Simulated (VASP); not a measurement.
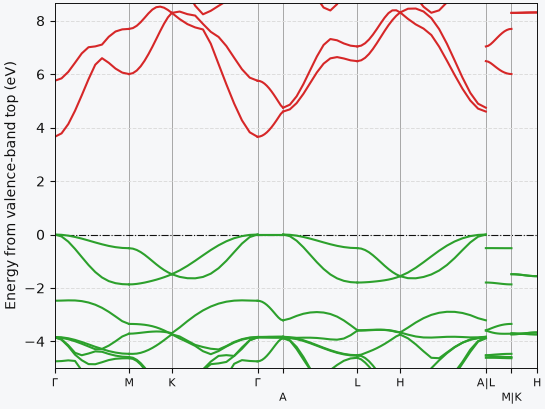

Band structure. Energies are counted from the top of the valence band.

Q: What lattice type does the k path imply?

A: A hexagonal (primitive) lattice: the path Γ–M–K–Γ–A–L–H–A|L–M|K–H runs through the special points of its Brillouin zone.

The VASP input:

POSCAR:
```
Al2O3
1.0
    3.0174825440      0.0000000000      0.0000000000
   -1.5087412720      2.6132165386      0.0000000000
    0.0000000000      0.0000000000      7.5746360022
Al O
2 3
Direct
    0.0000000000      0.0000000000      0.7220490000
    0.0000000000      0.0000000000      0.2779510000
    0.0000000000      0.0000000000      0.5000000000
    0.6666666667      0.3333333333      0.8005460000
    0.3333333333      0.6666666667      0.1994540000
```

INCAR.step1:
```
  PREC = Accurate
  ENCUT = 520
  EDIFF = 1E-5
  ISMEAR = 0
  SIGMA = 0.02
  LREAL = F
  LASPH = T
  NELM = 60
  ALGO = Normal
  ISIF = 2
  LWAVE = T
  LCHARG = F
  NBANDS = 20
  GGA = PE
  KPAR = 4
```

INCAR.step2:
```
  PREC = Accurate
  ENCUT = 520
  EDIFF = 1E-7
  ISMEAR = 0
  SIGMA = 0.02
  LREAL = F
  LASPH = T
  NELM = 60
  ALGO = Normal
  ISIF = 2
  LWAVE = F
  LCHARG = F
  GGA = PE
  LHFCALC = T
  HFSCREEN = 0.3
  PRECFOCK = Fast
  NBANDS = 20
  ISTART = 1
  KPAR = 4
```

KPOINTS:
```
regular mesh
0
Gamma
  6 6 2
```

KPOINTS_OPT:
```
path GMKGALHA,LM,KH
12
line-mode
reciprocal
 0.0000000000  0.0000000000  0.0000000000  G
 0.5000000000  0.0000000000  0.0000000000  M

 0.5000000000  0.0000000000  0.0000000000  M
 0.3333333333  0.3333333333  0.0000000000  K

 0.3333333333  0.3333333333  0.0000000000  K
 0.0000000000  0.0000000000  0.0000000000  G

 0.0000000000  0.0000000000  0.0000000000  G
 0.0000000000  0.0000000000  0.5000000000  A

 0.0000000000  0.0000000000  0.5000000000  A
 0.5000000000  0.0000000000  0.5000000000  L

 0.5000000000  0.0000000000  0.5000000000  L
 0.3333333333  0.3333333333  0.5000000000  H

 0.3333333333  0.3333333333  0.5000000000  H
 0.0000000000  0.0000000000  0.5000000000  A

 0.5000000000  0.0000000000  0.5000000000  L
 0.5000000000  0.0000000000  0.0000000000  M

 0.3333333333  0.3333333333  0.0000000000  K
 0.3333333333  0.3333333333  0.5000000000  H
```

System: Al₂O₃, space group P-3m1 (No. 164), 5 atoms in the cell.

Computed with VASP 6.6.1: HSE03, VASP PAW PBE potentials, release 64 (Al, O), no spin polarisation, no spin-orbit coupling, 6×6×2 k mesh, 520 eV cutoff, Gaussian smearing of 0.02 eV.

Q: Read off the fundamental gap and say whether it is direct.

A: The bands leave a gap. The gap along this path is 3.66 eV and direct: both edges lie at Γ.

The PAW data sets were made with another functional. The k mesh is thin for exact exchange. The cell is at −5 GPa in this functional. The usual form of Al2O3 is corundum.
